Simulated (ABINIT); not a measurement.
## Single-point calculation of SnO (part 2 of 3)

SnO (P1, 4 atoms in the cell); Kohn-Sham DFT of a periodic cell, BLYP, JTH PAW PBE v2.0, no spin polarisation (ABINIT 10.8.3); cutoff 625.86 eV, 4×4×4 k-mesh, methfessel-paxton of 0.1 eV. The structure derives from a Materials Project entry.

Geometry of the input (Å; fractional positions):
```
3.8137  0.0000  0.0000
0.0000  3.8137  0.0000
0.0000  0.0000  4.8869
Sn 0.5092  -0.0043  0.7698
Sn 0.0032  0.5008  0.2249
O  0.0068  0.0034  -0.0019
O  0.4936  0.4956  -0.0016
```

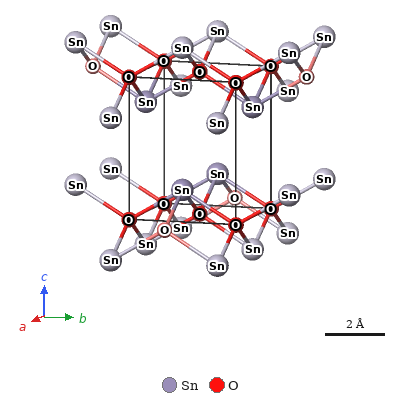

Figure 1. The structure as given in the input (ball-and-stick view of the cell of the calculation, seen slightly off an axis; neighbours outside the cell are drawn fainter). An atom can appear more than once, as a periodic image.

## Log, continued
```
  3.48E-14 2.79E-14 3.13E-15 2.45E-15 3.14E-15 1.99E-15 1.33E-15 1.15E-15
  2.18E-15 1.03E-15 1.69E-13 1.77E-13 1.40E-13 1.94E-13 2.17E-13 1.46E-13
  2.16E-13 1.98E-13 1.96E-13 1.76E-13 1.01E-13 1.43E-13 1.54E-13 3.09E-05
   0.0000  0.2500  0.2500    1  1.25079E-04 kpt; spin; max resid(k); each band:
  3.60E-14 2.82E-14 1.83E-15 3.36E-15 2.78E-15 2.41E-15 1.69E-15 9.69E-16
  1.22E-15 1.17E-15 1.69E-13 1.79E-13 1.39E-13 1.84E-13 2.17E-13 1.84E-13
  2.16E-13 2.04E-13 1.84E-13 1.77E-13 9.97E-14 1.35E-13 8.57E-13 1.25E-04
   0.2500  0.2500  0.2500    1  2.60811E-09 kpt; spin; max resid(k); each band:
  3.59E-14 3.28E-14 2.52E-15 2.06E-15 2.66E-15 1.71E-15 1.24E-15 1.23E-15
  1.61E-15 1.17E-15 1.66E-13 1.75E-13 1.65E-13 1.32E-13 2.03E-13 2.35E-13
  1.72E-13 1.36E-13 2.37E-13 1.50E-13 6.47E-14 9.30E-14 1.73E-12 2.61E-09
   0.5000  0.2500  0.2500    1  9.11223E-12 kpt; spin; max resid(k); each band:
  3.50E-14 3.71E-14 1.52E-15 2.64E-15 1.96E-15 2.11E-15 1.19E-15 1.10E-15
  1.34E-15 7.74E-16 1.67E-13 1.72E-13 1.70E-13 1.69E-13 2.02E-13 1.97E-13
  2.22E-13 2.26E-13 1.60E-13 1.59E-13 7.84E-14 8.44E-14 4.05E-13 9.11E-12
  -0.2500  0.2500  0.2500    1  7.82740E-09 kpt; spin; max resid(k); each band:
  3.59E-14 3.29E-14 2.58E-15 1.89E-15 2.62E-15 1.69E-15 1.17E-15 1.40E-15
  1.52E-15 1.24E-15 1.66E-13 1.75E-13 1.69E-13 1.37E-13 1.98E-13 2.32E-13
  1.75E-13 1.34E-13 2.42E-13 1.48E-13 6.62E-14 9.33E-14 4.44E-12 7.83E-09
   0.0000  0.5000  0.2500    1  4.95557E-05 kpt; spin; max resid(k); each band:
  4.60E-14 2.62E-14 2.06E-15 1.35E-15 2.10E-15 2.68E-15 1.13E-15 5.88E-16
  9.84E-16 5.30E-16 1.64E-13 1.67E-13 1.42E-13 1.44E-13 1.92E-13 1.93E-13
  2.23E-13 2.13E-13 1.72E-13 1.81E-13 1.35E-13 1.40E-13 4.57E-06 4.96E-05
   0.2500  0.5000  0.2500    1  8.16711E-12 kpt; spin; max resid(k); each band:
  4.24E-14 3.03E-14 1.91E-15 1.44E-15 1.87E-15 1.93E-15 1.04E-15 1.54E-15
  1.27E-15 5.48E-16 1.65E-13 1.72E-13 1.69E-13 1.72E-13 1.88E-13 1.51E-13
  2.24E-13 2.27E-13 1.58E-13 1.54E-13 6.90E-14 1.03E-13 3.65E-13 8.17E-12
   0.5000  0.5000  0.2500    1  1.22772E-05 kpt; spin; max resid(k); each band:
  6.25E-14 1.48E-14 6.12E-16 7.23E-16 1.32E-15 1.23E-15 1.42E-15 1.29E-15
  1.15E-15 6.17E-16 1.40E-13 1.82E-13 1.78E-13 1.77E-13 5.71E-14 8.53E-14
  2.64E-13 2.58E-13 1.06E-13 1.05E-13 8.83E-14 1.80E-14 4.51E-07 1.23E-05
  -0.2500  0.5000  0.2500    1  6.66198E-11 kpt; spin; max resid(k); each band:
  4.97E-14 2.41E-14 1.85E-15 1.39E-15 1.98E-15 1.76E-15 1.04E-15 1.63E-15
  1.26E-15 1.07E-15 1.68E-13 1.70E-13 1.66E-13 1.73E-13 1.37E-13 1.77E-13
  2.21E-13 2.25E-13 1.62E-13 1.59E-13 9.58E-14 6.43E-14 6.66E-11 7.66E-12
   0.0000 -0.2500  0.2500    1  2.28941E-05 kpt; spin; max resid(k); each band:
  3.70E-14 2.85E-14 1.87E-15 3.14E-15 2.34E-15 3.02E-15 1.76E-15 9.48E-16
  1.30E-15 1.07E-15 1.69E-13 1.79E-13 1.41E-13 1.74E-13 2.14E-13 1.61E-13
  2.17E-13 1.97E-13 1.99E-13 1.77E-13 9.65E-14 1.48E-13 2.60E-13 2.29E-05
   0.2500 -0.2500  0.2500    1  1.17321E-08 kpt; spin; max resid(k); each band:
  3.58E-14 3.30E-14 2.51E-15 2.12E-15 2.68E-15 1.67E-15 1.22E-15 1.28E-15
  1.63E-15 1.13E-15 1.66E-13 1.75E-13 1.65E-13 1.29E-13 2.04E-13 2.37E-13
  1.72E-13 1.36E-13 2.31E-13 1.50E-13 6.51E-14 9.34E-14 9.72E-13 1.17E-08
   0.5000 -0.2500  0.2500    1  7.48052E-12 kpt; spin; max resid(k); each band:
  3.63E-14 3.46E-14 1.54E-15 2.59E-15 2.02E-15 2.14E-15 1.20E-15 1.20E-15
  1.33E-15 7.03E-16 1.67E-13 1.71E-13 1.70E-13 1.69E-13 1.95E-13 1.98E-13
  2.23E-13 2.25E-13 1.57E-13 1.56E-13 8.88E-14 8.13E-14 7.48E-12 5.39E-12
  -0.2500 -0.2500  0.2500    1  1.15549E-09 kpt; spin; max resid(k); each band:
  3.60E-14 3.27E-14 2.60E-15 1.85E-15 2.64E-15 1.70E-15 1.20E-15 1.46E-15
  1.46E-15 1.25E-15 1.66E-13 1.75E-13 1.70E-13 1.35E-13 1.98E-13 2.35E-13
  1.72E-13 1.35E-13 2.41E-13 1.47E-13 6.51E-14 9.35E-14 9.58E-13 1.16E-09
   0.0000  0.0000  0.5000    1  2.30648E-13 kpt; spin; max resid(k); each band:
  3.50E-14 2.79E-15 3.91E-15 3.65E-15 1.04E-15 6.23E-15 3.33E-15 1.46E-15
  1.40E-15 1.66E-15 1.78E-13 1.84E-13 1.04E-13 2.30E-13 2.31E-13 2.30E-13
  2.00E-13 1.98E-13 5.90E-14 1.91E-13 3.23E-14 1.57E-14 1.60E-14 2.50E-14
   0.2500  0.0000  0.5000    1  1.46005E-06 kpt; spin; max resid(k); each band:
  3.52E-14 2.77E-14 3.21E-15 1.90E-15 2.64E-15 2.80E-15 1.15E-15 1.59E-15
  1.09E-15 1.74E-15 1.67E-13 1.78E-13 1.27E-13 2.34E-13 2.20E-13 1.34E-13
  2.28E-13 1.85E-13 2.03E-13 1.42E-13 8.89E-14 1.17E-13 2.50E-14 1.46E-06
   0.5000  0.0000  0.5000    1  2.06865E-08 kpt; spin; max resid(k); each band:
  3.25E-14 3.83E-14 2.15E-15 2.99E-15 2.41E-15 2.36E-15 3.15E-16 1.98E-15
  1.55E-15 7.61E-16 1.66E-13 1.70E-13 1.56E-13 1.50E-13 1.87E-13 1.89E-13
  2.23E-13 2.22E-13 1.97E-13 1.82E-13 1.59E-13 1.24E-13 7.05E-09 2.07E-08
   0.0000  0.2500  0.5000    1  1.29549E-06 kpt; spin; max resid(k); each band:
  3.58E-14 2.77E-14 1.90E-15 1.64E-15 3.44E-15 3.26E-15 1.62E-15 1.06E-15
  1.26E-15 1.00E-15 1.67E-13 1.77E-13 1.26E-13 2.34E-13 2.22E-13 1.36E-13
  2.24E-13 1.87E-13 2.02E-13 1.44E-13 8.87E-14 1.20E-13 2.46E-14 1.30E-06
   0.2500  0.2500  0.5000    1  2.70600E-06 kpt; spin; max resid(k); each band:
  3.59E-14 3.23E-14 2.22E-15 2.33E-15 2.14E-15 1.81E-15 1.38E-15 1.67E-15
  1.30E-15 8.84E-16 1.65E-13 1.75E-13 1.62E-13 1.35E-13 2.08E-13 2.16E-13
  2.27E-13 2.57E-13 1.96E-13 1.21E-13 6.37E-14 1.06E-13 8.91E-13 2.71E-06
   0.5000  0.2500  0.5000    1  2.28820E-13 kpt; spin; max resid(k); each band:
  3.73E-14 3.72E-14 1.47E-15 2.54E-15 1.94E-15 2.14E-15 1.84E-15 1.35E-15
  7.77E-16 3.45E-16 1.70E-13 1.74E-13 1.72E-13 1.70E-13 2.01E-13 2.01E-13
  2.16E-13 2.29E-13 1.72E-13 1.53E-13 1.44E-13 1.45E-13 8.98E-14 7.35E-14
  -0.2500  0.2500  0.5000    1  5.76692E-07 kpt; spin; max resid(k); each band:
  3.58E-14 3.23E-14 2.25E-15 2.35E-15 2.16E-15 1.78E-15 1.30E-15 1.77E-15
  1.26E-15 9.14E-16 1.64E-13 1.74E-13 1.62E-13 1.33E-13 2.08E-13 2.09E-13
  2.26E-13 2.57E-13 1.77E-13 1.43E-13 6.36E-14 1.06E-13 1.13E-12 5.77E-07
   0.0000  0.5000  0.5000    1  1.03023E-09 kpt; spin; max resid(k); each band:
  4.69E-14 2.64E-14 2.17E-15 1.32E-15 2.00E-15 2.45E-15 5.88E-16 1.19E-15
  8.83E-16 8.37E-16 1.66E-13 1.68E-13 1.54E-13 1.55E-13 1.87E-13 1.90E-13
  2.19E-13 2.11E-13 1.76E-13 1.96E-13 1.21E-13 1.53E-13 1.03E-09 1.02E-10
   0.2500  0.5000  0.5000    1  2.24153E-13 kpt; spin; max resid(k); each band:
  4.74E-14 2.72E-14 1.93E-15 1.26E-15 2.06E-15 1.72E-15 1.49E-15 1.17E-15
  9.92E-16 5.28E-16 1.69E-13 1.74E-13 1.69E-13 1.76E-13 1.99E-13 2.04E-13
  2.24E-13 2.15E-13 1.49E-13 1.73E-13 1.54E-13 1.35E-13 8.37E-14 9.12E-14
   0.5000  0.5000  0.5000    1  4.82233E-09 kpt; spin; max resid(k); each band:
  6.46E-14 1.57E-14 4.70E-16 4.83E-16 8.32E-16 7.71E-16 1.75E-15 1.14E-15
  2.45E-16 2.98E-16 1.48E-13 2.00E-13 1.78E-13 1.76E-13 6.15E-14 1.25E-13
  1.95E-13 2.19E-13 8.34E-14 9.02E-14 3.23E-13 2.72E-13 4.82E-09 3.62E-11
 reduced coordinates (array xred) for    4 atoms
       0.509185000000     -0.004328000000      0.769766000000
       0.003193000000      0.500751000000      0.224902000000
       0.006846000000      0.003447000000     -0.001905000000
       0.493564000000      0.495629000000     -0.001614000000
 rms dE/dt=  9.8993E-02; max dE/dt=  2.2860E-01; dE/dt below (all hartree)
    1       0.017413969645     -0.004066210921      0.228598346034
    2       0.012329329181      0.000817726766     -0.243851676572
    3       0.027265392442      0.026777787013      0.005917372399
    4      -0.057807231081     -0.020832061593      0.011440944544

 cartesian coordinates (angstrom) at end:
    1      1.94187640059570    -0.01650567291216     3.76177970328780
    2      0.01217712883746     1.90971169511022     1.09907657499660
    3      0.02610855747612     0.01314580742334    -0.00930956983650
    4      1.88230266756408     1.89017794819338    -0.00788747806620

 cartesian forces (hartree/bohr) at end:
    1     -0.00244401233215     0.00065778088181    -0.02469668479297
    2     -0.00173848247146    -0.00001990004764     0.02646235358900
    3     -0.00381096698776    -0.00362204218926    -0.00058377563431
    4      0.00799346179136     0.00298416135509    -0.00118189316172
 frms,max,avg= 1.0884974E-02 2.6462354E-02   2.770E-05 -9.357E-05 -5.698E-05 h/b

 cartesian forces (eV/Angstrom) at end:
    1     -0.12567616714176     0.03382445291190    -1.26995459272684
    2     -0.08939636301443    -0.00102330159310     1.36074893275893
    3     -0.19596780172755    -0.18625289798476    -0.03001895007911
    4      0.41104033188375     0.15345174666596    -0.06077538995298
 frms,max,avg= 5.5972788E-01 1.3607489E+00   1.424E-03 -4.811E-03 -2.930E-03 e/A
 length scales=  1.889726125908  1.889726125908  1.889726125908 bohr
              =  1.000000000000  1.000000000000  1.000000000000 angstroms
 Fermi (or HOMO) energy (hartree) =   0.24871   Average Vxc (hartree)=  -0.34909
 Eigenvalues (hartree) for nkpt=  36  k points:
 kpt#   1, nband= 24, wtk=  0.01563, kpt=  0.0000  0.0000  0.0000 (reduced coord)
  -0.57698   -0.55872   -0.55859   -0.55828   -0.55681   -0.55666   -0.55546   -0.55457
  -0.55379   -0.55375   -0.51379   -0.41310   -0.05111   -0.00484   -0.00227    0.00041
   0.10254    0.10821    0.10880    0.22859    0.30711    0.38319    0.41550    0.41611
      occupation numbers for kpt#   1
   2.00000    2.00000    2.00000    2.00000    2.00000    2.00000    2.00000    2.00000
   2.00000    2.00000    2.00000    2.00000    2.00000    2.00000    2.00000    2.00000
   2.00000    2.00000    2.00000    2.00000    0.00000    0.00000    0.00000    0.00000
 kpt#   2, nband= 24, wtk=  0.03125, kpt=  0.2500  0.0000  0.0000 (reduced coord)
  -0.57568   -0.56334   -0.55824   -0.55800   -0.55712   -0.55703   -0.55582   -0.55483
  -0.55408   -0.55376   -0.49519   -0.42505   -0.05879   -0.00974    0.01127    0.01212
   0.08074    0.09011    0.09973    0.21593    0.34160    0.35844    0.40602    0.42258
      occupation numbers for kpt#   2
   2.00000    2.00000    2.00000    2.00000    2.00000    2.00000    2.00000    2.00000
   2.00000    2.00000    2.00000    2.00000    2.00000    2.00000    2.00000    2.00000
   2.00000    2.00000    2.00000    2.00000    0.00000    0.00000    0.00000    0.00000
 kpt#   3, nband= 24, wtk=  0.01563, kpt=  0.5000  0.0000  0.0000 (reduced coord)
  -0.57200   -0.57131   -0.55776   -0.55753   -0.55691   -0.55684   -0.55488   -0.55464
  -0.55445   -0.55397   -0.46001   -0.45584   -0.05024   -0.04225    0.04526    0.04611
   0.04813    0.05222    0.13918    0.13995    0.34679    0.35624    0.44507    0.45199
      occupation numbers for kpt#   3
   2.00000    2.00000    2.00000    2.00000    2.00000    2.00000    2.00000    2.00000
   2.00000    2.00000    2.00000    2.00000    2.00000    2.00000    2.00000    2.00000
   2.00000    2.00000    2.00000    2.00000    0.00000    0.00000    0.00000    0.00000
 kpt#   4, nband= 24, wtk=  0.03125, kpt=  0.0000  0.2500  0.0000 (reduced coord)
  -0.57568   -0.56337   -0.55825   -0.55798   -0.55717   -0.55692   -0.55584   -0.55481
  -0.55418   -0.55373   -0.49516   -0.42508   -0.05854   -0.00972    0.01011    0.01315
   0.08069    0.09006    0.09978    0.21594    0.34188    0.35769    0.40579    0.42144
      occupation numbers for kpt#   4
   2.00000    2.00000    2.00000    2.00000    2.00000    2.00000    2.00000    2.00000
   2.00000    2.00000    2.00000    2.00000    2.00000    2.00000    2.00000    2.00000
   2.00000    2.00000    2.00000    2.00000    0.00000    0.00000    0.00000    0.00000
 kpt#   5, nband= 24, wtk=  0.03125, kpt=  0.2500  0.2500  0.0000 (reduced coord)
  -0.57506   -0.56727   -0.55827   -0.55723   -0.55719   -0.55684   -0.55531   -0.55455
  -0.55380   -0.55339   -0.48184   -0.43158   -0.07972   -0.03876    0.00983    0.05476
   0.06679    0.08825    0.12328    0.20771    0.31799    0.35177    0.39017    0.39796
      occupation numbers for kpt#   5
   2.00000    2.00000    2.00000    2.00000    2.00000    2.00000    2.00000    2.00000
   2.00000    2.00000    2.00000    2.00000    2.00000    2.00000    2.00000    2.00000
   2.00000    2.00000    2.00000    2.00000    0.00000    0.00000    0.00000    0.00000
 kpt#   6, nband= 24, wtk=  0.03125, kpt=  0.5000  0.2500  0.0000 (reduced coord)
  -0.57300   -0.57252   -0.55747   -0.55733   -0.55693   -0.55681   -0.55417   -0.55385
  -0.55381   -0.55355   -0.45513   -0.45204   -0.08349   -0.07798    0.03611    0.03857
   0.09704    0.10178    0.14801    0.14866    0.30718    0.31197    0.41532    0.42068
      occupation numbers for kpt#   6
   2.00000    2.00000    2.00000    2.00000    2.00000    2.00000    2.00000    2.00000
   2.00000    2.00000    2.00000    2.00000    2.00000    2.00000    2.00000    2.00000
   2.00000    2.00000    2.00000    2.00000    0.00000    0.00000    0.00000    0.00000
 kpt#   7, nband= 24, wtk=  0.03125, kpt= -0.2500  0.2500  0.0000 (reduced coord)
  -0.57502   -0.56731   -0.55825   -0.55727   -0.55719   -0.55682   -0.55530   -0.55454
  -0.55377   -0.55342   -0.48186   -0.43153   -0.08005   -0.03852    0.00982    0.05503
   0.06687    0.08785    0.12363    0.20753    0.31812    0.35149    0.39047    0.39799
      occupation numbers for kpt#   7
   2.00000    2.00000    2.00000    2.00000    2.00000    2.00000    2.00000    2.00000
   2.00000    2.00000    2.00000    2.00000    2.00000    2.00000    2.00000    2.00000
   2.00000    2.00000    2.00000    2.00000    0.00000    0.00000    0.00000    0.00000
 kpt#   8, nband= 24, wtk=  0.01563, kpt=  0.0000  0.5000  0.0000 (reduced coord)
  -0.57194   -0.57139   -0.55772   -0.55757   -0.55684   -0.55682   -0.55484   -0.55475
  -0.55446   -0.55397   -0.45893   -0.45693   -0.04829   -0.04374    0.04466    0.04667
   0.04843    0.05144    0.13917    0.14025    0.34832    0.35388    0.44383    0.45295
      occupation numbers for kpt#   8
   2.00000    2.00000    2.00000    2.00000    2.00000    2.00000    2.00000    2.00000
   2.00000    2.00000    2.00000    2.00000    2.00000    2.00000    2.00000    2.00000
   2.00000    2.00000    2.00000    2.00000    0.00000    0.00000    0.00000    0.00000
 kpt#   9, nband= 24, wtk=  0.03125, kpt=  0.2500  0.5000  0.0000 (reduced coord)
  -0.57296   -0.57257   -0.55746   -0.55734   -0.55688   -0.55682   -0.55416   -0.55395
  -0.55376   -0.55354   -0.45434   -0.45284   -0.08224   -0.07909    0.03667    0.03793
   0.09794    0.10080    0.14797    0.14884    0.30799    0.31101    0.41614    0.41968
      occupation numbers for kpt#   9
   2.00000    2.00000    2.00000    2.00000    2.00000    2.00000    2.00000    2.00000
   2.00000    2.00000    2.00000    2.00000    2.00000    2.00000    2.00000    2.00000
   2.00000    2.00000    2.00000    2.00000    0.00000    0.00000    0.00000    0.00000
 kpt#  10, nband= 24, wtk=  0.01563, kpt=  0.5000  0.5000  0.0000 (reduced coord)
  -0.57407   -0.57400   -0.55771   -0.55733   -0.55625   -0.55588   -0.55368   -0.55340
  -0.55309   -0.55301   -0.44912   -0.44894   -0.10745   -0.10654    0.04097    0.04107
   0.13336    0.13373    0.16363    0.16477    0.25174    0.25187    0.40932    0.40984
      occupation numbers for kpt#  10
   2.00000    2.00000    2.00000    2.00000    2.00000    2.00000    2.00000    2.00000
   2.00000    2.00000    2.00000    2.00000    2.00000    2.00000    2.00000    2.00000
   2.00000    2.00000    2.00000    2.00000    0.00808   -0.00808    0.00000    0.00000
 kpt#  11, nband= 24, wtk=  0.03125, kpt=  0.0000  0.0000  0.2500 (reduced coord)
  -0.57677   -0.55850   -0.55834   -0.55819   -0.55662   -0.55650   -0.55563   -0.55476
  -0.55423   -0.55418   -0.51319   -0.41311   -0.08196   -0.00089   -0.00055    0.05054
   0.10156    0.10796    0.10854    0.20663    0.29180    0.37199    0.37228    0.38441
      occupation numbers for kpt#  11
   2.00000    2.00000    2.00000    2.00000    2.00000    2.00000    2.00000    2.00000
   2.00000    2.00000    2.00000    2.00000    2.00000    2.00000    2.00000    2.00000
   2.00000    2.00000    2.00000    2.00000    0.00000    0.00000    0.00000    0.00000
 kpt#  12, nband= 24, wtk=  0.03125, kpt=  0.2500  0.0000  0.2500 (reduced coord)
  -0.57562   -0.56382   -0.55826   -0.55762   -0.55721   -0.55711   -0.55557   -0.55498
  -0.55398   -0.55383   -0.49462   -0.42494   -0.07424   -0.00796    0.01326    0.02065
   0.08288    0.09011    0.11716    0.20639    0.31368    0.34109    0.39348    0.43561
      occupation numbers for kpt#  12
   2.00000    2.00000    2.00000    2.00000    2.00000    2.00000    2.00000    2.00000
   2.00000    2.00000    2.00000    2.00000    2.00000    2.00000    2.00000    2.00000
   2.00000    2.00000    2.00000    2.00000    0.00000    0.00000    0.00000    0.00000
 kpt#  13, nband= 24, wtk=  0.03125, kpt=  0.5000  0.0000  0.2500 (reduced coord)
  -0.57222   -0.57153   -0.55821   -0.55799   -0.55685   -0.55676   -0.55443   -0.55433
  -0.55417   -0.55385   -0.45959   -0.45545   -0.05160   -0.04446    0.03673    0.03904
   0.04646    0.05280    0.15446    0.15689    0.33758    0.34317    0.44426    0.44843
      occupation numbers for kpt#  13
   2.00000    2.00000    2.00000    2.00000    2.00000    2.00000    2.00000    2.00000
```
